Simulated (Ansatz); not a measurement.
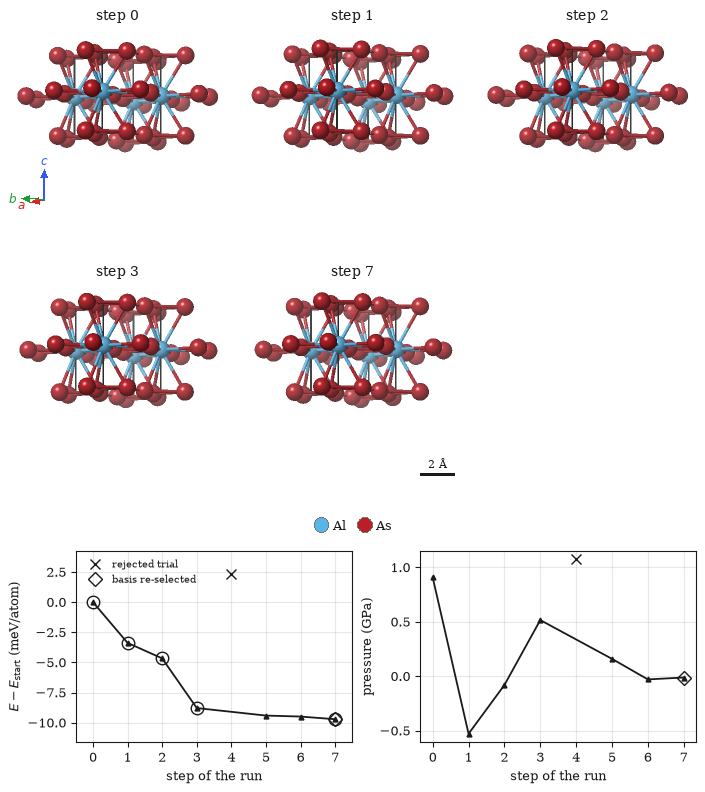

Frames of a relaxation of solid AlAs5 (a generated structure, set up in P-62m) (coarse preliminary run), marked on the history of the run. The picture is a ball-and-stick view of the cell of the calculation, seen from a free direction.

These are results of DFT PBE, scalar-relativistic, plane waves, PAW (Ansatz), not measurements.

The input:
```yaml
crystal:
  lattice:
    - [5.2688656386, 0.0, 0.0]
    - [-2.6344328193, 4.5629714922, 0.0]
    - [0.0, 0.0, 4.8090668466]
  atoms:
    - { symbol: Al, position: [0.0, 0.0, 0.5] }
    - { symbol: As, position: [0.0, 0.2855101412, 0.0] }
    - { symbol: As, position: [0.7144898588, 0.7144898588, 0.0] }
    - { symbol: As, position: [0.2855101412, 0.0, 0.0] }
    - { symbol: As, position: [0.6666666667, 0.3333333333, 0.5] }
    - { symbol: As, position: [0.3333333333, 0.6666666667, 0.5] }
basis:
  ecutwfc: 420
kpoints:
  mp_grid: { grid: [6, 6, 4] }
hamiltonian:
  xc: pbe
scf:
  occupations: { method: gaussian, width: 0.1 }
  lower_state_search: "off"
output:
  forces: true
  stress: true
  eigenvalues: true
relax:
  adjacent_minimum: "off"
  f_tol: 0.04
  max_steps: 70
  cell: { stress_tol: 0.4 }
```

Run as
```bash
ansatz run input.yaml --threads 1 --pin off --max-ram 2560MiB --backend cpu --events-out ev --progress --plain --runs-dir out
```

Question: Describe the path.

Answer: No atom moves by more than 0.005 Å relative to the cell. Cell: a = b 5.269 → 5.175 Å (−1.8 %), c 4.809 → 5.110 Å (+6.3 %). Volume +2.5 %. Near-neighbour distances that change, for instance: Al1–As2 2.836 → 2.950 Å, Al1–As5 3.042 → 2.988 Å, As2–As3 2.606 → 2.555 Å. Bond angles that change, for instance: Al1–As4–Al1 115.9° → 120.0°, As2–Al1–As2 115.9° → 120.0°. The space group stays P-62m (No. 189). Over 5 accepted moves (7 points after the start) the energy falls by 9.7 meV per atom. Largest force component: 0.15 eV/Å at the start, 0.0037 eV/Å at the end. Pressure: 0.91 GPa at the start and −0.01 GPa at the end. The line search rejected the trial step at point 4 of the run. At 1 point the geometry stayed and the basis and grid were re-selected for the new cell (energy shift of 0.2 meV per atom at most each time). The run took 37 s on 1 thread of Intel(R) Xeon(R) 6975P-C (Granite Rapids) (shared host), peak memory 0.46 GiB. From step 0 to 1: As atoms move most (0.02 Å), volume +2.8 %, energy −3.4 meV per atom. From step 1 to 2: volume −0.3 %, energy −1.3 meV per atom. From step 2 to 3: volume −0.3 %, energy −4.1 meV per atom. From step 3 to 7: volume +0.3 %, energy −0.9 meV per atom.

```
step  E − E(0), meV/atom  largest force component, eV/Å  pressure, GPa  volume, Å³/atom                      note
   0                0.00                         0.1548           0.91           19.270                          
   1               -3.38                         0.0885          -0.53           19.815                          
   2               -4.66                         0.0131          -0.08           19.763                          
   3               -8.78                         0.1454           0.52           19.701                          
   4                2.34                         0.0758           1.07           19.649                  rejected
   5               -9.41                         0.0609           0.16           19.749                          
   6               -9.49                         0.0035          -0.03           19.753                          
   7               -9.71                         0.0037          -0.01           19.753  same geometry, new basis
```
